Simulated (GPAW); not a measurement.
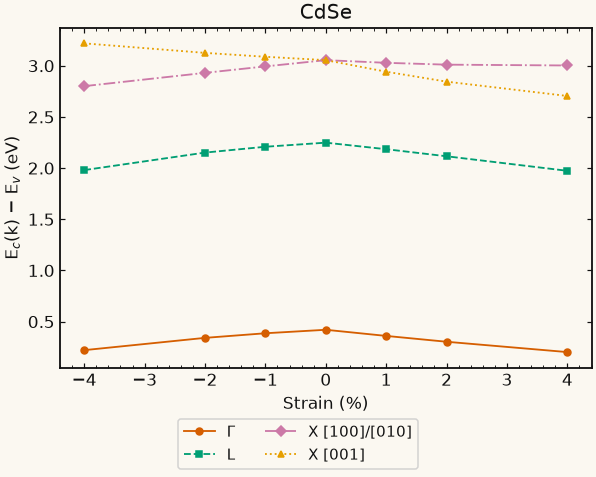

Lowest conduction level at each named k point, counted from the valence-band top at Γ.

System: zincblende CdSe, space group F-43m, 2 atoms in the primitive cell; unstrained, cubic a = 6.141 Å. The cell is strained along x and y by the value listed, with the other lengths changed so as to keep the volume. The atoms keep their fractional positions. Points keep the names of the unstrained cell; those that the strain makes unlike carry their directions on the cubic axes x, y, z. Computed with GPAW: PBEsol, PAW data sets generated in the run's folder for this functional, no spin polarisation, no spin-orbit coupling, 8×8×8 k mesh, 600 eV cutoff.

**How does the strain split the X points of the conduction band?**

Unstrained, the X points are equivalent. At −4 % the lowest conduction level is 2.80 eV at X [100]/[010] and 3.22 eV at X [001] above the valence top, a splitting of 0.42 eV, or 105 meV for each 1 % of strain on average.

**Which of these conduction levels is lowest, and does that change?**

The lowest is the one at Γ, over the whole range, so among these points the gap stays direct.

The values:
| strain | Γ (eV) | L (eV) | X [100]/[010] (eV) | X [001] (eV) |
| --- | --- | --- | --- | --- |
| −4 % | 0.22 | 1.98 | 2.80 | 3.22 |
| −2 % | 0.34 | 2.15 | 2.93 | 3.12 |
| −1 % | 0.39 | 2.21 | 2.99 | 3.09 |
| 0 % | 0.42 | 2.25 | 3.05 | 3.05 |
| +1 % | 0.36 | 2.18 | 3.03 | 2.94 |
| +2 % | 0.30 | 2.12 | 3.01 | 2.84 |
| +4 % | 0.20 | 1.97 | 3.00 | 2.70 |

The strain splits the threefold valence top at Γ, and levels count from its highest part. Spin-orbit coupling is left out, which matters for Se. LDA, GGA and most meta-GGA functionals understate gaps. The usual form of CdSe is wurtzite or zincblende. The usual form of CdSe is wurtzite, though both occur.
